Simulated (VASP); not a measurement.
Geometry relaxation of Ti$_{2}$Si (part 5 of 7)

The same run, continued: Ti$_{2}$Si (3 atoms in the cell); Kohn-Sham DFT of a periodic cell, PBE, VASP PAW PBE potentials, recommended, no spin polarisation (VASP 6.6.1); cutoff 520 eV, 8×8×3 k-mesh, Gaussian smearing of 0.15 eV. The structure was built on a prototype by a generator; it need not be a known phase. The run did not end well. The run did not end well; see the last part.

Geometry of the input (Å; fractional positions):
```
2.9597  0.0000  0.0000
-1.4799  2.5632  0.0000
0.0000  0.0000  6.3868
Ti 0.0000  0.0000  0.7380
Ti 0.0000  0.0000  0.2620
Si 0.0000  0.0000  0.0000
```

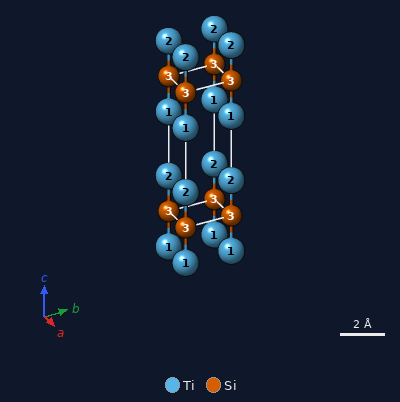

Figure 1. The structure as given in the input (ball-and-stick view of the cell of the calculation, seen slightly off an axis; atoms are numbered from 1 in the order of the input).

Parts of OUTCAR, continued
```
 -----------------------------------------------------------------------------------
    total drift:                                0.000000      0.000000      0.000000

  FREE ENERGIE OF THE ION-ELECTRON SYSTEM (eV)
  ---------------------------------------------------
  free  energy   TOTEN  =        -5.6234328441 eV

  energy  without entropy=       -5.5502603399  energy(sigma->0) =       -5.58684659

--------------------------------------- Ionic step        2  -------------------------------------------

 number of electron      27.9998943 magnetization

------------------------ aborting loop EDIFF was not reached (unconverged)  ----------------------------

  FORCE on cell =-STRESS in cart. coord.  units (eV):
  Direction    XX          YY          ZZ          XY          YZ          ZX
  --------------------------------------------------------------------------------------
  -------------------------------------------------------------------------------------
  Total     1096.8917346   1096.8917383  -1026.6299996     -0.0000019     -0.0000000      0.0000000
  in kB    17900.3754083  17900.3754694 -16753.7613958     -0.0000314     -0.0000000      0.0000000
  external PRESSURE =    6348.9964939 kB  Pullay stress =       0.0000000 kB

 VOLUME and BASIS-vectors are now :
 -----------------------------------------------------------------------------
  energy-cutoff  :      520.00
  volume of cell :       98.18
      direct lattice vectors                 reciprocal lattice vectors
     2.816659372  0.000000000  0.000000000     0.355030505  0.204976958 -0.000000000
    -1.408329690  2.439298574 -0.000000000    -0.000000000  0.409953915 -0.000000000
     0.000000000  0.000000000 14.289364543    -0.000000000  0.000000000  0.069982118

 POSITION                                       TOTAL-FORCE (eV/Angst)
 -----------------------------------------------------------------------------------
      1.40833      2.43930      7.83391         0.000000      0.000000    349.111367
      0.00000      0.00000      6.45545        -0.000000     -0.000000   -349.111367
      2.81666      0.00000      0.00000        -0.000000      0.000000      0.000000
 -----------------------------------------------------------------------------------
    total drift:                                0.000000      0.000000     -0.000000

  FREE ENERGIE OF THE ION-ELECTRON SYSTEM (eV)
  ---------------------------------------------------
  free  energy   TOTEN  =      1408.1065918628 eV

  energy  without entropy=     1408.1170134124  energy(sigma->0) =     1408.11180264

--------------------------------------- Ionic step        3  -------------------------------------------

 number of electron      27.9999961 magnetization

------------------------ aborting loop EDIFF was not reached (unconverged)  ----------------------------

  FORCE on cell =-STRESS in cart. coord.  units (eV):
  Direction    XX          YY          ZZ          XY          YZ          ZX
  --------------------------------------------------------------------------------------
  -------------------------------------------------------------------------------------
  Total      -10.9871355    -10.9871355    138.1722911      0.0000000      0.0000000      0.0000000
  in kB     -349.7481179   -349.7481192   4398.3710545      0.0000007      0.0000000      0.0000000
  external PRESSURE =    1232.9582725 kB  Pullay stress =       0.0000000 kB

 VOLUME and BASIS-vectors are now :
 -----------------------------------------------------------------------------
  energy-cutoff  :      520.00
  volume of cell :       50.33
      direct lattice vectors                 reciprocal lattice vectors
     2.954852066  0.000000000  0.000000000     0.338426418  0.195390584 -0.000000000
    -1.477426038  2.558976959 -0.000000000    -0.000000000  0.390781166 -0.000000000
     0.000000000  0.000000000  6.656371592    -0.000000000  0.000000000  0.150231997

 POSITION                                       TOTAL-FORCE (eV/Angst)
 -----------------------------------------------------------------------------------
      0.00000      0.00000      4.19453         0.000000      0.000000     10.803866
      0.00000      0.00000      2.46184        -0.000000     -0.000000    -10.803866
     -1.47743      2.55898      6.65637         0.000000     -0.000000     -0.000000
 -----------------------------------------------------------------------------------
    total drift:                               -0.000000      0.000000      0.000000

  FREE ENERGIE OF THE ION-ELECTRON SYSTEM (eV)
  ---------------------------------------------------
  free  energy   TOTEN  =       207.9197571422 eV

  energy  without entropy=      207.9214134383  energy(sigma->0) =      207.92058529

 E-fermi :  29.7987     XC(G=0): -11.0016     alpha+bet :-14.9633

 val. band max:       29.7767241646   @ k =   0.5000   0.0000   0.0000
 cond. band min:      29.9023596184   @ k =   0.3750   0.1250   0.3333
 fundamental gap:      0.1256354538
 Fermi energy:        29.7987252656

 k-point     1 :       0.0000    0.0000    0.0000
  band No.  band energies     occupation
      1     -66.5493      2.00000
      2     -63.1763      2.00000
      3     -42.6032      2.00000
      4     -41.7695      2.00000
      5     -41.7693      2.00000
      6     -40.1206      2.00000
      7     -40.1204      2.00000
      8     -35.6594      2.00000
      9     -12.8954      2.00000
     10      -7.9899      2.00000
     11      -7.4767      2.00000
     12      14.9205      2.00000
     13      15.7511      2.00000
     14      32.7922      0.00000
     15      32.7836      0.00000
     16      40.6038      0.00000
     17      42.0640      0.00000
     18      75.6652      0.00000

 k-point     2 :       0.1250    0.0000    0.0000
  band No.  band energies     occupation
      1     -66.5392      2.00000
      2     -63.1680      2.00000
      3     -42.5954      2.00000
      4     -41.8399      2.00000
      5     -41.7856      2.00000
      6     -40.1663      2.00000
      7     -35.7266      2.00000
      8      -5.2862      2.00000
      9      -4.6459      2.00000
     10       4.5666      2.00000
     11      14.6824      2.00000
     12      15.6225      2.00000
     13      17.3990      2.00000
     14      31.7373      0.00000
     15      32.6995      0.00000
     16      41.3002      0.00000
     17      43.1745      0.00000
     18     430.8365      0.00000

 k-point     3 :       0.2500    0.0000    0.0000
  band No.  band energies     occupation
      1     -66.5148      2.00000
      2     -63.1478      2.00000
      3     -42.5739      2.00000
      4     -41.9957      2.00000
      5     -40.2807      2.00000
      6     -40.1607      2.00000
      7     -11.8002      2.00000
      8       4.4740      2.00000
      9       8.4117      2.00000
     10      15.9483      2.00000
     11      17.9751      2.00000
     12      24.3288      2.00000
     13      28.2483      2.00000
     14      31.0602      0.00000
     15      40.8299      0.00000
     16      64.2759      0.00000
     17      65.4773      0.00000
     18     431.6250      0.00000

 k-point     4 :       0.3750    0.0000    0.0000
  band No.  band energies     occupation
      1     -66.4902      2.00000
      2     -63.1275      2.00000
      3     -42.5571      2.00000
      4     -42.1724      2.00000
      5     -41.8631      2.00000
      6     -40.3889      2.00000
      7     -40.1853      2.00000
      8     -35.0305      2.00000
      9     -10.2774      2.00000
     10      -7.9031      2.00000
     11      -6.0245      2.00000
     12      17.1627      2.00000
     13      18.8156      2.00000
     14      22.3155      2.00000
     15      29.5618      1.97450
     16      34.2650      0.00000
     17      45.5420      0.00000
     18      73.2858      0.00000

 k-point     5 :       0.5000    0.0000    0.0000
  band No.  band energies     occupation
      1     -66.4799      2.00000
      2     -63.1190      2.00000
      3     -42.5491      2.00000
      4     -42.2397      2.00000
      5     -41.8790      2.00000
      6     -40.4340      2.00000
      7     -35.0417      2.00000
      8      -3.3189      2.00000
      9      -0.0320      2.00000
     10      14.2928      2.00000
     11      18.0154      2.00000
     12      19.7624      2.00000
     13      20.5267      2.00000
     14      22.1617      2.00000
     15      29.7767      1.16432
     16      37.8447      0.00000
     17      58.3539      0.00000
     18      68.2996      0.00000

 [... the levels of 14 k-points are left out ...]

 k-point    20 :       0.3750    0.2500    0.3333
  band No.  band energies     occupation
      1     -66.4727      2.00000
      2     -63.1131      2.00000
      3     -42.5435      2.00000
      4     -42.1545      2.00000
      5     -42.0275      2.00000
      6     -40.3753      2.00000
      7     -35.2525      2.00000
      8     -10.5140      2.00000
      9      -9.4143      2.00000
     10      -5.7598      2.00000
     11      14.1610      2.00000
     12      15.0751      2.00000
     13      19.3957      2.00000
     14      21.0287      2.00000
     15      22.0003      2.00000
     16      34.6285      0.00000
     17      42.5108      0.00000
     18     446.5133      0.00000

 E-fermi : 105.1306     XC(G=0):  -6.8637     alpha+bet :-10.2827

 val. band max:      104.5664284553   @ k =   0.3750   0.0000   0.3333
 cond. band min:     105.1763154937   @ k =   0.3750   0.1250   0.0000
 fundamental gap:      0.6098870384
 Fermi energy:       105.1306299795

 k-point     1 :       0.0000    0.0000    0.0000
  band No.  band energies     occupation
      1      13.2776      2.00000
      2      14.4892      2.00000
      3      33.9890      2.00000
      4      36.2267      2.00000
      5      36.2289      2.00000
      6      37.2033      2.00000
      7      37.2056      2.00000
      8      42.6505      2.00000
      9      68.8882      2.00000
     10      69.6877      2.00000
     11      70.6147      2.00000
     12      70.4117      2.00000
     13      87.6174      2.00000
     14     194.5651      0.00000
     15     227.2951      0.00000
     16     226.6612      0.00000
     17     236.2460      0.00000
     18     271.8659      0.00000

 k-point     2 :       0.1250    0.0000    0.0000
  band No.  band energies     occupation
      1      13.3032      2.00000
      2      14.5212      2.00000
      3      34.1218      2.00000
      4      36.1998      2.00000
      5      36.2307      2.00000
      6      36.9615      2.00000
      7      37.1503      2.00000
      8      41.7102      2.00000
      9      64.7498      2.00000
     10      66.8398      2.00000
     11      69.9070      2.00000
     12      70.1262      2.00000
     13      81.1698      2.00000
     14     183.5245      0.00000
     15     205.0981      0.00000
     16     222.5513      0.00000
     17     231.9653      0.00000
     18     255.7734      0.00000

 k-point     3 :       0.2500    0.0000    0.0000
  band No.  band energies     occupation
      1      13.3728      2.00000
      2      14.7182      2.00000
      3      34.2847      2.00000
      4      35.8620      2.00000
      5      36.1993      2.00000
      6      36.3287      2.00000
      7      37.1299      2.00000
      8      40.4413      2.00000
      9      63.8908      2.00000
     10      69.2351      2.00000
     11      70.0182      2.00000
     12      75.7257      2.00000
     13      78.7034      2.00000
     14      83.1193      2.00000
     15     220.5643      0.00000
     16     225.1167      0.00000
     17     233.9729      0.00000
     18     253.1432      0.00000

 k-point     4 :       0.3750    0.0000    0.0000
  band No.  band energies     occupation
      1      13.4588      2.00000
      2      14.5572      2.00000
      3      34.5509      2.00000
      4      35.4538      2.00000
      5      35.8846      2.00000
      6      36.1456      2.00000
      7      36.9479      2.00000
      8      46.4436      2.00000
      9      63.1433      2.00000
     10      65.0128      2.00000
     11      67.7669      2.00000
     12      70.7426      2.00000
     13      72.7773      2.00000
     14      80.6919      2.00000
     15     156.1863      0.00000
     16     238.2728      0.00000
     17     256.0952      0.00000
     18     262.1627      0.00000

 k-point     5 :       0.5000    0.0000    0.0000
  band No.  band energies     occupation
      1      13.4846      2.00000
      2      14.6917      2.00000
      3      34.5419      2.00000
      4      35.2745      2.00000
      5      36.1528      2.00000
      6      36.2913      2.00000
      7      36.9148      2.00000
      8      50.3611      2.00000
      9      62.0243      2.00000
     10      68.6322      2.00000
     11      69.0618      2.00000
     12      71.0214      2.00000
     13      71.9166      2.00000
     14      79.5429      2.00000
     15      83.1220      2.00000
     16     260.6664      0.00000
     17     416.7999      0.00000
     18     447.1175      0.00000

 [... the levels of 14 k-points are left out ...]

 k-point    20 :       0.3750    0.2500    0.3333
  band No.  band energies     occupation
      1      13.4626      2.00000
      2      14.6450      2.00000
      3      33.7839      2.00000
      4      35.1378      2.00000
      5      35.4163      2.00000
      6      36.4190      2.00000
      7      36.7153      2.00000
      8      61.5869      2.00000
      9      62.6482      2.00000
     10      69.5588      2.00000
     11      72.4193      2.00000
     12      73.8407      2.00000
     13      74.5423      2.00000
     14      76.6326      2.00000
     15      81.1241      2.00000
     16     241.0334      0.00000
     17     257.7697      0.00000
     18     271.2741      0.00000

 E-fermi :  82.8939     XC(G=0):  -7.4612     alpha+bet :-10.0416

 val. band max:       82.5575809031   @ k =   0.5000   0.0000   0.3333
 cond. band min:      82.9395235796   @ k =   0.3750   0.1250   0.0000
 fundamental gap:      0.3819426765
 Fermi energy:        82.8939486971

 k-point     1 :       0.0000    0.0000    0.0000
  band No.  band energies     occupation
      1       9.4059      2.00000
      2      10.5279      2.00000
      3      29.6013      2.00000
      4      33.4824      2.00000
      5      33.5191      2.00000
      6      34.2955      2.00000
      7      34.3033      2.00000
      8      57.4281      2.00000
      9      59.3626      2.00000
     10      60.0997      2.00000
     11      64.5341      2.00000
     12      64.7165      2.00000
     13      66.3260      2.00000
     14      68.1622      2.00000
     15      79.7817      2.00000
     16     103.6344      0.00000
     17     210.4840      0.00000
     18     270.4238      0.00000

 k-point     2 :       0.1250    0.0000    0.0000
  band No.  band energies     occupation
      1       9.4180      2.00000
      2      10.5541      2.00000
      3      31.2902      2.00000
      4      33.3884      2.00000
      5      33.9766      2.00000
      6      34.1957      2.00000
      7      34.8720      2.00000
      8      52.1511      2.00000
      9      60.3084      2.00000
     10      61.2006      2.00000
     11      65.1808      2.00000
     12      65.6956      2.00000
     13      66.1718      2.00000
     14      98.3728      0.00000
     15     179.0311      0.00000
     16     186.3666      0.00000
     17     225.8533      0.00000
     18     280.1788      0.00000

 k-point     3 :       0.2500    0.0000    0.0000
  band No.  band energies     occupation
      1       9.4619      2.00000
      2      10.6330      2.00000
      3      30.6024      2.00000
      4      33.3462      2.00000
      5      33.3727      2.00000
      6      33.9373      2.00000
      7      34.2531      2.00000
      8      53.9878      2.00000
      9      61.0691      2.00000
     10      62.9884      2.00000
     11      64.5892      2.00000
     12      66.1147      2.00000
     13      66.4668      2.00000
     14      67.0980      2.00000
     15      99.0768      0.00000
     16     187.4581      0.00000
     17     235.1458      0.00000
     18     239.9949      0.00000

 k-point     4 :       0.3750    0.0000    0.0000
  band No.  band energies     occupation
      1       9.5074      2.00000
      2      10.6285      2.00000
      3      29.7229      2.00000
      4      33.0161      2.00000
      5      33.2739      2.00000
      6      33.3864      2.00000
      7      34.1511      2.00000
      8      62.7107      2.00000
      9      64.6390      2.00000
     10      66.2911      2.00000
     11      67.3262      2.00000
     12      68.0982      2.00000
     13      68.7990      2.00000
     14      70.0353      2.00000
     15      88.8509      0.00000
     16     186.9664      0.00000
     17     286.1147      0.00000
     18     377.4977      0.00000

 k-point     5 :       0.5000    0.0000    0.0000
  band No.  band energies     occupation
      1       9.5262      2.00000
      2      10.5986      2.00000
      3      31.1586      2.00000
      4      33.1258      2.00000
      5      33.1347      2.00000
      6      33.2251      2.00000
      7      34.1792      2.00000
      8      54.8285      2.00000
      9      63.0497      2.00000
     10      66.2633      2.00000
     11      66.7474      2.00000
     12      68.4788      2.00000
     13      77.0127      2.00000
     14     209.2364      0.00000
     15     228.2814      0.00000
     16     251.4794      0.00000
     17     278.4051      0.00000
     18     305.4816      0.00000

 [... the levels of 14 k-points are left out ...]
```
